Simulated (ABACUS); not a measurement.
# BaTe: band-structure run (part 2 of 2)

BaTe (Fm-3m, 2 atoms in the cell); Kohn-Sham DFT of a periodic cell, PBEsol, GBRV ultrasoft 1.5 PBEsol, no spin polarisation (ABACUS 3.10.1); cutoff 544.23 eV, 6×6×6 k-mesh, fermi-dirac of 0.05 eV. The structure derives from an entry of the Crystallography Open Database.

Geometry of the input (Å; fractional positions):
```
0.0000  3.4100  3.4100
3.4100  0.0000  3.4100
3.4100  3.4100  0.0000
Ba 0.0000  0.0000  0.0000
Te 0.5000  0.5000  0.5000
```

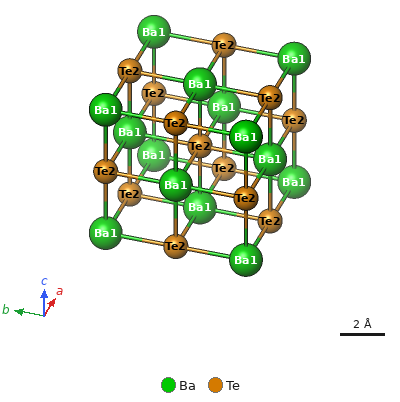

The structure (ball-and-stick view of the cell 4 times as large as that of the calculation, set on its symmetry axes, seen at an oblique angle; atoms are numbered from 1 in the order of the input). An atom can appear more than once, as a periodic image.

Log, continued
```
 SETUP NONLOCAL PSEUDOPOTENTIALS IN PLANE WAVE BASIS
 Ba non-local projectors:
 projector 1 L=0
 projector 2 L=0
 projector 3 L=1
 projector 4 L=1
 projector 5 L=2
 projector 6 L=2
 projector 7 L=3
 Te non-local projectors:
 projector 1 L=0
 projector 2 L=0
 projector 3 L=1
 projector 4 L=1
 projector 5 L=2
      TOTAL NUMBER OF NONLOCAL PROJECTORS = 38

 Init Non-Local PseudoPotential table :
 Init Non-Local-Pseudopotential done.

                                     npwx = 2277

 Make real space PAO into reciprocal space.
       max mesh points in Pseudopotential = 771
     dq(describe PAO in reciprocal space) = 0.01
                                    max q = 763

 number of pseudo atomic orbitals for Ba is 5
WARNING: norm of atomic wavefunction # 3 of atomic type Ba is 0.998115, renormalized
WARNING: norm of atomic wavefunction # 4 of atomic type Ba is 0.99654, renormalized
WARNING: norm of atomic wavefunction # 5 of atomic type Ba is 0.963731, renormalized

 number of pseudo atomic orbitals for Te is 2
WARNING: norm of atomic wavefunction # 2 of atomic type Te is 0.999975, renormalized

 -------------------------------------------
 SELF-CONSISTENT
 -------------------------------------------
                                 init_chg = atomic

 PW ALGORITHM --------------- ION=   1  ELEC=   1--------------------------------

 Notice: Threshold on eigenvalues was too large.
 hsover_error=0.16 > DRHO=0.029184
 Origin diag ethr = 0.01
 New diag ethr = 0.0001824

 Density error is 0.029217050958
                          Error Threshold = 0.000182399800945
----------------------------------------------------------
     Energy           Rydberg                 eV
----------------------------------------------------------
 E_KohnSham     -96.8620381906       -1317.8756392857
 E_Harris       -96.7146196387       -1315.8699069896
 E_Fermi        0.4700079639         6.3947864147
----------------------------------------------------------

 PW ALGORITHM --------------- ION=   1  ELEC=   2--------------------------------

 Density error is 0.00187782364125
                          Error Threshold = 0.000182606568487
----------------------------------------------------------
     Energy           Rydberg                 eV
----------------------------------------------------------
 E_KohnSham     -96.8660712130       -1317.9305113708
 E_Harris       -96.7687069300       -1316.6058023400
 E_Fermi        0.4856467034         6.6075623806
----------------------------------------------------------

 PW ALGORITHM --------------- ION=   1  ELEC=   3--------------------------------

 Density error is 0.000292135305179
                          Error Threshold = 1.17363977578e-05
----------------------------------------------------------
     Energy           Rydberg                 eV
----------------------------------------------------------
 E_KohnSham     -96.8662797593       -1317.9333487889
 E_Harris       -96.8384986547       -1317.5553674698
 E_Fermi        0.4866707597         6.6214953822
----------------------------------------------------------

 PW ALGORITHM --------------- ION=   1  ELEC=   4--------------------------------

 Density error is 4.96674191749e-06
                          Error Threshold = 1.82584565737e-06
----------------------------------------------------------
     Energy           Rydberg                 eV
----------------------------------------------------------
 E_KohnSham     -96.8662925196       -1317.9335224019
 E_Harris       -96.8657976262       -1317.9267890308
 E_Fermi        0.4888232886         6.6507820404
----------------------------------------------------------

 PW ALGORITHM --------------- ION=   1  ELEC=   5--------------------------------

 Density error is 1.08119602587e-06
                          Error Threshold = 3.10421369843e-08
----------------------------------------------------------
     Energy           Rydberg                 eV
----------------------------------------------------------
 E_KohnSham     -96.8662944660       -1317.9335488832
 E_Harris       -96.8660208081       -1317.9298255763
 E_Fermi        0.4891833742         6.6556812561
----------------------------------------------------------

 PW ALGORITHM --------------- ION=   1  ELEC=   6--------------------------------

 Density error is 1.37918664337e-08
                          Error Threshold = 6.75747516167e-09
----------------------------------------------------------
     Energy           Rydberg                 eV
----------------------------------------------------------
 E_KohnSham     -96.8662946436       -1317.9335513004
 E_Harris       -96.8662998505       -1317.9336221434
 E_Fermi        0.4891101949         6.6546856002
----------------------------------------------------------

 PW ALGORITHM --------------- ION=   1  ELEC=   7--------------------------------

 Density error is 2.02018279171e-09
                          Error Threshold = 8.61991652108e-11
----------------------------------------------------------
     Energy           Rydberg                 eV
----------------------------------------------------------
 E_KohnSham     -96.8662946488       -1317.9335513706
 E_KS(sigma->0) -96.8662946448       -1317.9335513167
 E_Harris       -96.8663093222       -1317.9337510126
 E_band         -4.0028274428        -54.4612613331
 E_one_elec     -4.7981890000        -65.2827104814
 E_Hartree      8.5378959911         116.1640344098
 E_xc           -42.0776684342       -572.4960492603
 E_Ewald        -58.5283331977       -796.3188259310
 E_entropy(-TS) -0.0000000079        -0.0000001077
 E_descf        0.0000000000         0.0000000000
 E_exx          0.0000000000         0.0000000000
 E_Fermi        0.4890929301         6.6544507011
----------------------------------------------------------

 charge density convergence is achieved
 final etot is -1317.9335514 eV
 EFERMI = 6.6544507011 eV

 STATE ENERGY(eV) AND OCCUPATIONS    NSPIN == 1
 1/4 kpoint (Cartesian) = 0.0000 0.0000 0.0000 (2277 pws)
       1       -20.6885     0.00925926
       2       -5.84454     0.00925926
       3       -5.84454     0.00925926
       4       -5.84454     0.00925926
       5       -3.70583     0.00925926
       6        6.01124     0.00925924
       7        6.01124     0.00925924
       8        6.01124     0.00925924
       9        8.86047    6.38755e-22
      10        8.86047    6.38755e-22
      11        8.86047    6.38755e-22
      12        9.13711    2.52604e-24
      13        9.57840    3.71051e-28
      14        9.57840    3.71051e-28
      15        12.2478    2.41681e-51
      16        15.2156    4.02813e-77
      17        15.2156    4.02813e-77
      18        15.5627    3.89746e-80

 2/4 kpoint (Cartesian) = 0.024438 0.024438 0.024438 (2274 pws)
       1       -20.6832      0.0740741
       2       -6.04166      0.0740741
       3       -5.84917      0.0740741
       4       -5.84917      0.0740741
       5       -3.42464      0.0740741
       6        5.13849      0.0740741
       7        5.58507      0.0740741
       8        5.58507      0.0740741
       9        8.91284    1.79291e-21
      10        9.22722    3.33322e-24
      11        9.22722    3.33322e-24
      12        10.2664    3.13604e-33
      13        10.4050    1.96064e-34
      14        10.4050    1.96064e-34
      15        13.0047    5.14857e-57
      16        14.9546    5.96023e-74
      17        14.9546    5.96023e-74
      18        15.1456    1.30820e-75

 3/4 kpoint (Cartesian) = 0.048876 0.048876 0.048876 (2265 pws)
       1       -20.6727      0.0740741
       2       -6.34943      0.0740741
       3       -5.85826      0.0740741
       4       -5.85826      0.0740741
       5       -2.93094      0.0740741
       6        4.01490      0.0740741
       7        4.99235      0.0740741
       8        4.99235      0.0740741
       9        9.34057    3.45421e-25
      10        10.1849    1.60056e-32
      11        10.1849    1.60056e-32
      12        11.6955    1.21299e-45
      13        12.1717    8.85884e-50
      14        12.1717    8.85884e-50
      15        13.8611    1.87605e-64
      16        13.8611    1.87605e-64
      17        13.8909    1.03365e-64
      18        14.6626    2.05112e-71

 4/4 kpoint (Cartesian) = 0.073314 0.073314 0.073314 (2276 pws)
       1       -20.6674      0.0370370
       2       -6.47780      0.0370370
       3       -5.86277      0.0370370
       4       -5.86277      0.0370370
       5       -2.69813      0.0370370
       6        3.56528      0.0370370
       7        4.76074      0.0370370
       8        4.76074      0.0370370
       9        10.0876    5.60074e-32
      10        11.0177    4.67758e-40
      11        11.1594    2.75053e-41
      12        11.1594    2.75053e-41
      13        12.4951    6.88366e-53
      14        12.4951    6.88366e-53
      15        14.1459    3.15102e-67
      16        14.1459    3.15102e-67
      17        14.4074    1.68794e-69
      18        14.4074    1.68794e-69

------------------------------------------------------------------------------------------
 TOTAL-FORCE (eV/Angstrom)
------------------------------------------------------------------------------------------
                       Ba1         0.0000000000         0.0000000000         0.0000000000
                       Te1         0.0000000000         0.0000000000         0.0000000000
------------------------------------------------------------------------------------------

----------------------------------------------------------------
 TOTAL-STRESS (KBAR)
----------------------------------------------------------------
        20.5845650223        -0.0000000000        -0.0000000000
         0.0000000000        20.5845650223        -0.0000000000
        -0.0000000000         0.0000000000        20.5845650223
----------------------------------------------------------------
 TOTAL-PRESSURE: 20.584565 KBAR

 --------------------------------------------
 !FINAL_ETOT_IS -1317.9335513705771064 eV
 --------------------------------------------
```

Results in brief

```json
{"quantity": "outcome", "value": "converged"}
{"quantity": "space group (tolerance 0.01 Å)", "value": "Fm-3m (225)"}
{"quantity": "electrons treated", "value": "16"}
{"quantity": "free energy", "value": "−1317.9336 eV"}
{"quantity": "Fermi energy", "value": "6.654 eV"}
{"quantity": "gap on the k-point mesh", "value": "1.28 eV"}
{"quantity": "pressure", "value": "2.06 GPa"}
{"quantity": "largest force (length of the vector)", "value": "under 0.001 eV/Å"}
{"quantity": "hardware", "value": "4 threads of Intel Xeon (Sapphire Rapids), 32 GiB of memory available, shared host"}
{"quantity": "wall time", "value": "41 s (CPU time 2.7 min)"}
{"quantity": "peak memory", "value": "1.6 GiB"}
```
